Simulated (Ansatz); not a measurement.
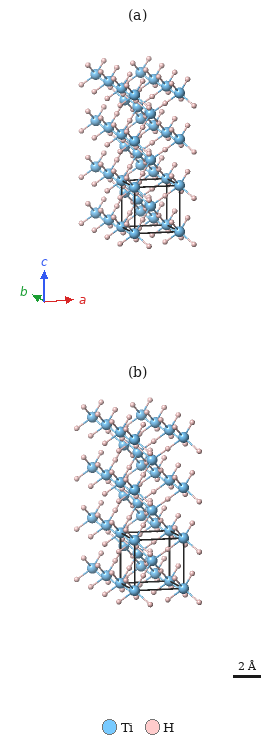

The structure of solid TiH$_{2}$ (built on the cuprite_224 type) (coarse preliminary run) before (top) and after (bottom) a relaxation, at one scale.

A ball-and-stick model of the cell of the calculation, repeated 1 × 3 × 3 with one cell outlined, seen slightly off an axis.

Case: cuprite type (Pn-3m, No. 224).

Computed with DFT r2SCAN, scalar-relativistic, plane waves, PAW (Ansatz).

The input:
```yaml
crystal:
  lattice:
    - [3.5690007866, 0.0, 0.0]
    - [0.0, 3.5690007866, 0.0]
    - [0.0, 0.0, 3.5690007866]
  atoms:
    - { symbol: Ti, position: [0.0, 0.0, 0.0] }
    - { symbol: Ti, position: [0.5, 0.5, 0.5] }
    - { symbol: H, position: [0.25, 0.25, 0.25] }
    - { symbol: H, position: [0.25, 0.75, 0.75] }
    - { symbol: H, position: [0.75, 0.75, 0.25] }
    - { symbol: H, position: [0.75, 0.25, 0.75] }
basis:
  ecutwfc: 500
kpoints:
  mp_grid: { grid: [6, 6, 6] }
hamiltonian:
  xc: r2scan
scf:
  occupations: { method: gaussian, width: 0.1 }
  lower_state_search: "off"
output:
  forces: true
  stress: true
  eigenvalues: true
relax:
  adjacent_minimum: "off"
  f_tol: 0.04
  max_steps: 70
  cell: { stress_tol: 0.4 }
```

Command:
```bash
ansatz run input.yaml --threads 1 --pin off --max-ram 2560MiB --backend cpu --events-out ev --progress --plain --runs-dir out
```

Describe what moved and what it gained.

Answer. The energy falls by 1.075 eV per cell of the calculation in 3 accepted moves (4 points after the start). All forces vanish by symmetry, so only the cell relaxes. Pressure: 31.78 GPa at the start and −0.03 GPa at the end. At 1 point the geometry stayed and the basis and grid were re-selected for the new cell (energy shift of 13.1 meV per cell of the calculation at most each time). No atom moves by more than 0.005 Å relative to the cell. Cell: a = b = c 3.569 → 3.889 Å (+9.0 %). Volume +29.4 %. Some distances before and after: Ti1–Ti2 3.091 → 3.368 Å, Ti1–H3 1.545 → 1.684 Å. The space group stays Pn-3m (No. 224). The run took 16 s on 1 thread of Arm Neoverse V2, on a shared host, peak memory 0.44 GiB.
